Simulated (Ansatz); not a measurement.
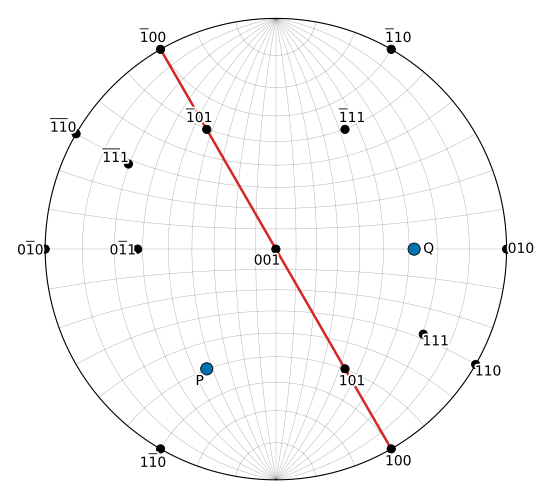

Crystal: HfS2, the input geometry of an electronic-structure calculation (not necessarily at equilibrium). Stereographic projection of plane normals (upper hemisphere) centred on (0 0 1). Geometry calculated from the standardised cell; symmetry tolerance 0.002 Å.

a = 3.630 Å, b = 3.630 Å, c = 5.879 Å, α = 90.00°, β = 90.00°, γ = 120.00°.

Index the poles marked P, Q.

Answer. P is (1 −1 1), in four indices (1 −1 0 1), 61.9° from the centre; Q is (0 1 1), in four indices (0 1 −1 1), 61.9° from the centre.

Which zone does the coloured great circle trace?

Answer. The zone [0 1 0]: its poles satisfy k = 0.

What is the angle between the normals of (0 −1 0) and (0 −1 1), and what are their d_hkl = 1/|g|?

Answer. 28.1°; d = 3.144 Å and 2.772 Å.
